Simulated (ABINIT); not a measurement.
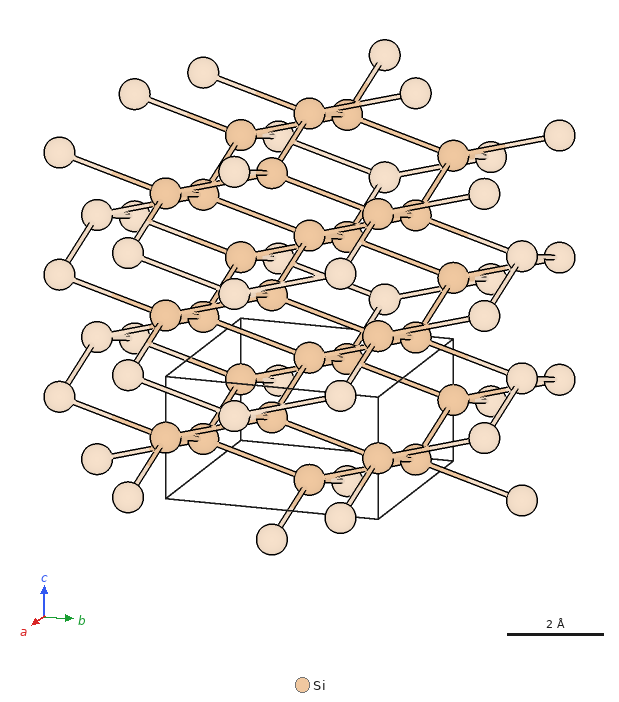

**Figure 1.** The input geometry (ball-and-stick view of the cell 2 times as large as that of the calculation, set on its symmetry axes, repeated 1 × 1 × 3, seen slightly off an axis; neighbours outside the cell are drawn fainter).

## Si: phonons q calculation (part 1 of 2)

- system: Si (I4₁/amd, 2 atoms in the cell)
- method: Kohn-Sham DFT of a periodic cell, LDA, PseudoDojo NC SR LDA v0.4.1 standard, no spin polarisation (ABINIT 10.8.3)

The structure derives from a Materials Project entry.

The input:
```
# Datasets
ndtset 3

# Pseudopotentials
pp_dirpath "./"
pseudos "Si.upf"

# Structure
acell 3*1.0
rprim
    -4.4629474802     4.4629474802     2.5147830492
     4.4629474802    -4.4629474802     2.5147830492
     4.4629474802     4.4629474802    -2.5147830492
ntypat 1
znucl 14
natom 2
typat 1 1
chkprim 0
chksymtnons 0
tolsym 1.0e-6
xred
            1/2            1/2            0.0
            1/4            3/4            1/2

# Plane-wave basis
ecut 16.0
ecutsm 0.5

# k points
ngkpt 8 8 8
nshiftk 1
shiftk 0.0 0.0 0.0

# Exchange and correlation
ixc 7

# Bands and occupations
nband 12
occopt 3
tsmear 0.05 eV

# SCF cycle
nstep 80

# Output
prteig 0
prtebands 0
prtwf 0
prtden 0
prtpot 0

# Dataset 1: ground state
kptopt1 1
tolvrs1 1.0e-15
prtwf1 1
tolwfr1 1.0e-14
nbdbuf1 4
nline1 6

# Dataset 2: atomic displacements at q = 0.25 0.25 0.25
rfphon2 1
rfatpol2 1 2
rfdir2 1 1 1
getwfk2 1
kptopt2 3
nqpt2 1
qpt2 1/4 1/4 1/4
tolvrs2 1.0e-9

# Dataset 3: atomic displacements at q = 0.0 0.0 0.5
rfphon3 1
rfatpol3 1 2
rfdir3 1 1 1
getwfk3 1
kptopt3 3
nqpt3 1
qpt3 0.0 0.0 1/2
tolvrs3 1.0e-9
```

Launched with:
```bash
abinit run.abi > log 2>&1
```

Log:
```
.Version 10.8.3 of ABINIT
 DATASET    1 : space group I4_1/a m d (#141); Bravais tI (body-center tetrag.)
================================================================================
 Values of the parameters that define the memory need for DATASET  1.
     intxc =       0    ionmov =       0      iscf =       7    lmnmax =       6
     lnmax =       6     mgfft =      27  mpssoang =       3    mqgrid =    3001
     natom =       2  nloc_mem =       1    nspden =       1   nspinor =       1
    nsppol =       1      nsym =      16    n1xccc =    2501    ntypat =       1
    occopt =       3   xclevel =       1
       mpw =         628          nfft =       19683          nkpt =          59
================================================================================
================================================================================

 DATASET    2 : space group I4_1/a m d (#141); Bravais tI (body-center tetrag.)
================================================================================
 Values of the parameters that define the memory need for DATASET  2 (RF).
     intxc =       0      iscf =       7    lmnmax =       6     lnmax =       6
     mgfft =      27  mpssoang =       3    mqgrid =    3001     natom =       2
  nloc_mem =       1    nspden =       1   nspinor =       1    nsppol =       1
      nsym =      16    n1xccc =    2501    ntypat =       1    occopt =       3
   xclevel =       1
      nfft =       19683          nkpt =         512
================================================================================
================================================================================

 DATASET    3 : space group I4_1/a m d (#141); Bravais tI (body-center tetrag.)
================================================================================
 Values of the parameters that define the memory need for DATASET  3 (RF).
     intxc =       0      iscf =       7    lmnmax =       6     lnmax =       6
     mgfft =      27  mpssoang =       3    mqgrid =    3001     natom =       2
  nloc_mem =       1    nspden =       1   nspinor =       1    nsppol =       1
      nsym =      16    n1xccc =    2501    ntypat =       1    occopt =       3
   xclevel =       1
      nfft =       19683          nkpt =         512
================================================================================
================================================================================

--------------------------------------------------------------------------------
------------- Echo of variables that govern the present computation ------------
--------------------------------------------------------------------------------
 -outvars: echo values of preprocessed input variables --------
            acell      1.0000000000E+00  1.0000000000E+00  1.0000000000E+00 Bohr
              amu      2.80855000E+01
          chkprim           0
      chksymtnons           0
             ecut      1.60000000E+01 Hartree
           ecutsm      5.00000000E-01 Hartree
           getwfk1          0
           getwfk2          1
           getwfk3          1
                       outvar_i_n : Printing only first  50 k-points.
              ixc           7
           jdtset        1    2    3
                       outvar_i_n : Printing only first  50 k-points.
           kptopt1          1
           kptopt2          3
           kptopt3          3
         kptrlatt        8    0    0      0    8    0      0    0    8
          kptrlen      4.02365288E+01
            natom           2
            nband1         12
            nband2         12
            nband3         12
           nbdbuf1          4
           nbdbuf2          2
           nbdbuf3          2
           ndtset           3
            ngfft          27      27      27
             nkpt1         59
             nkpt2        512
             nkpt3        512
            nline1          6
            nline2          4
            nline3          4
             nqpt1          0
             nqpt2          1
             nqpt3          1
            nstep          80
             nsym          16
           ntypat           1
                       prtocc : prtvol=0, do not print more k-points.
                       prtocc : prtvol=0, do not print more k-points.
                       prtocc : prtvol=0, do not print more k-points.
           occopt           3
        optdriver1          0
        optdriver2          1
        optdriver3          1
           prtden           0
        prtebands           0
           prteig           0
            prtwf1          1
            prtwf2          0
            prtwf3          0
              qpt1     0.00000000E+00  0.00000000E+00  0.00000000E+00
              qpt2     2.50000000E-01  2.50000000E-01  2.50000000E-01
              qpt3     0.00000000E+00  0.00000000E+00  5.00000000E-01
           rfphon1          0
           rfphon2          1
           rfphon3          1
            rprim     -4.4629474802E+00  4.4629474802E+00  2.5147830492E+00
                       4.4629474802E+00 -4.4629474802E+00  2.5147830492E+00
                       4.4629474802E+00  4.4629474802E+00 -2.5147830492E+00
          spgroup         141
           tolsym      1.00000000E-06
           tolvrs1     1.00000000E-15
           tolvrs2     1.00000000E-09
           tolvrs3     1.00000000E-09
           tolwfr1     1.00000000E-14
           tolwfr2     0.00000000E+00
           tolwfr3     0.00000000E+00
           tsmear      1.83746611E-03 Hartree
            typat      1  1
                       outvars : Printing only first  50 k-points.
           xangst     -7.8910259742E-17  1.2889324644E-16  1.3307658791E+00
                       2.3616900984E+00  0.0000000000E+00  6.6538293955E-01
            xcart     -1.4911877944E-16  2.4357293524E-16  2.5147830492E+00
                       4.4629474802E+00  0.0000000000E+00  1.2573915246E+00
             xred      5.0000000000E-01  5.0000000000E-01  1.0582037569E-17
                       2.5000000000E-01  7.5000000000E-01  5.0000000000E-01
            znucl       14.00000

================================================================================

 chkinp: Checking input parameters for consistency, jdtset=   1.

 chkinp: Checking input parameters for consistency, jdtset=   2.

 chkinp: Checking input parameters for consistency, jdtset=   3.

================================================================================
== DATASET  1 ==================================================================

--- !DatasetInfo
iteration_state: {dtset: 1, }
dimensions: {natom: 2, nkpt: 59, mband: 12, nsppol: 1, nspinor: 1, nspden: 1, mpw: 628, }
cutoff_energies: {ecut:  16.0, pawecutdg:  -1.0, }
electrons: {nelect:   8.00000000E+00, charge:   0.00000000E+00, occopt:   3.00000000E+00, tsmear:   1.83746611E-03, }
meta: {optdriver: 0, ionmov: 0, optcell: 0, iscf: 7, paral_kgb: 0, }
...

 Exchange-correlation functional for the present dataset will be:
  LDA: Perdew-Wang 92 LSD fit to Ceperley-Alder data - ixc=7
  J.P.Perdew and Y.Wang, PRB 45, 13244 (1992)

 Real(R)+Recip(G) space primitive vectors, cartesian coordinates (Bohr,Bohr^-1):
 R(1)= -4.4629475  4.4629475  2.5147830  G(1)=  0.0000000  0.1120336  0.1988243
 R(2)=  4.4629475 -4.4629475  2.5147830  G(2)=  0.1120336  0.0000000  0.1988243
 R(3)=  4.4629475  4.4629475 -2.5147830  G(3)=  0.1120336  0.1120336  0.0000000
 Unit cell volume ucvol=  2.0035679E+02 bohr^3
 Angles (23,13,12)=  9.78745653E+01  9.78745653E+01  1.36551295E+02 degrees

 getcut: wavevector=  0.0000  0.0000  0.0000  ngfft=  27  27  27
         ecut(hartree)=     16.000   => boxcut(ratio)=   2.12783

--- Pseudopotential description ------------------------------------------------
- pspini: atom type   1  psp file is ./Si.upf
  14.00000   4.00000  180309                  znucl, zion, pspdat
12 -1012 2 -1 1510                            pspcod,pspxc,lmax,lloc,mmax
     nproj     2     2     2

   1.06720633E+02                                ecore*ucvol(ha*bohr**3)
--------------------------------------------------------------------------------

================================================================================

--- !BeginCycle
iteration_state: {dtset: 1, }
solver: {iscf: 7, nstep: 80, nline: 6, wfoptalg: 0, }
tolerances: {tolwfr: 1.00E-14, tolvrs: 1.00E-15, }
...

     iter   Etot(hartree)      deltaE(h)  residm     vres2
 ETOT  1  -8.5058290642462    -8.506E+00 5.276E-03 5.599E-01
 ETOT  2  -8.5095494681950    -3.720E-03 4.893E-08 1.392E-02
 ETOT  3  -8.5095519656528    -2.497E-06 9.371E-08 1.045E-04
 ETOT  4  -8.5095519920293    -2.638E-08 1.485E-09 6.094E-07
 ETOT  5  -8.5095519921470    -1.176E-10 7.595E-12 2.016E-09
 ETOT  6  -8.5095519921474    -4.494E-13 1.903E-14 3.803E-12
 ETOT  7  -8.5095519921474     5.329E-14 9.699E-15 2.501E-14
 ETOT  8  -8.5095519921474    -2.487E-14 9.659E-15 1.868E-16

 At SCF step    8  max residual=  9.66E-15 < tolwfr=  1.00E-14 AND vres2   =  1.87E-16 < tolvrs=  1.00E-15 =>converged.

 Cartesian components of stress tensor (hartree/bohr^3)
  sigma(1 1)= -6.39406970E-08  sigma(3 2)=  0.00000000E+00
  sigma(2 2)= -6.39406970E-08  sigma(3 1)=  0.00000000E+00
  sigma(3 3)= -1.22038026E-07  sigma(2 1)=  0.00000000E+00

--- !ResultsGS
iteration_state: {dtset: 1, }
comment   : Summary of ground state results
lattice_vectors:
- [ -4.4629475,   4.4629475,   2.5147830, ]
- [  4.4629475,  -4.4629475,   2.5147830, ]
- [  4.4629475,   4.4629475,  -2.5147830, ]
lattice_lengths: [   6.79411,    6.79411,    6.79411, ]
lattice_angles: [ 97.875,  97.875, 136.551, ] # degrees, (23, 13, 12)
lattice_volume:   2.0035679E+02
convergence: {deltae: -2.487E-14, res2:  1.868E-16, residm:  9.659E-15, diffor: null, }
etotal    :  -8.50955199E+00
entropy   :   0.00000000E+00
fermie    :   2.95760608E-01
cartesian_stress_tensor: # hartree/bohr^3
- [ -6.39406970E-08,   0.00000000E+00,   0.00000000E+00, ]
- [  0.00000000E+00,  -6.39406970E-08,   0.00000000E+00, ]
- [  0.00000000E+00,   0.00000000E+00,  -1.22038026E-07, ]
pressure_GPa:   2.4510E-03
xred      :
- [  5.0000E-01,   5.0000E-01,   1.0582E-17, Si]
- [  2.5000E-01,   7.5000E-01,   5.0000E-01, Si]
cartesian_forces: # hartree/bohr
- [ -0.00000000E+00,  -0.00000000E+00,  -0.00000000E+00, ]
- [ -0.00000000E+00,  -0.00000000E+00,  -0.00000000E+00, ]
force_length_stats: {min:   0.00000000E+00, max:   0.00000000E+00, mean:   0.00000000E+00, }
...

 Integrated electronic density in atomic spheres:
 ------------------------------------------------
 Atom  Sphere_radius  Integrated_density
    1        2.00000          1.75563946
    2        2.00000          1.73983117
================================================================================

 ----iterations are completed or convergence reached----

 Mean square residual over all n,k,spin=   23.480E-16; max=  96.594E-16
 reduced coordinates (array xred) for    2 atoms
       0.500000000000      0.500000000000      0.000000000000
       0.250000000000      0.750000000000      0.500000000000
 rms dE/dt=  0.0000E+00; max dE/dt=  0.0000E+00; dE/dt below (all hartree)
    1       0.000000000000      0.000000000000      0.000000000000
    2       0.000000000000      0.000000000000      0.000000000000

 cartesian coordinates (angstrom) at end:
    1     -0.00000000000000     0.00000000000000     1.33076587909899
    2      2.36169009837661     0.00000000000000     0.66538293954950

 cartesian forces (hartree/bohr) at end:
    1     -0.00000000000000    -0.00000000000000    -0.00000000000000
    2     -0.00000000000000    -0.00000000000000    -0.00000000000000
 frms,max,avg= 0.0000000E+00 0.0000000E+00   0.000E+00  0.000E+00  0.000E+00 h/b

 cartesian forces (eV/Angstrom) at end:
    1     -0.00000000000000    -0.00000000000000    -0.00000000000000
    2     -0.00000000000000    -0.00000000000000    -0.00000000000000
 frms,max,avg= 0.0000000E+00 0.0000000E+00   0.000E+00  0.000E+00  0.000E+00 e/A
 length scales=  1.000000000000  1.000000000000  1.000000000000 bohr
              =  0.529177210544  0.529177210544  0.529177210544 angstroms
 Fermi (or HOMO) energy (hartree) =   0.29576   Average Vxc (hartree)=  -0.40000
 Eigenvalues (hartree) for nkpt=  59  k points:
 kpt#   1, nband= 12, wtk=  0.00195, kpt=  0.0000  0.0000  0.0000 (reduced coord)
  -0.21742    0.20569    0.20569    0.23211    0.35302    0.56959    0.62306    0.62926
   0.62926    0.67329    0.68633    0.77336
      occupation numbers for kpt#   1
   2.00000    2.00000    2.00000    2.00000    0.00000    0.00000    0.00000    0.00000
   0.00000    0.00000    0.00000    0.00000
 prteigrs : prtvol=0 or 1, do not print more k-points.
```
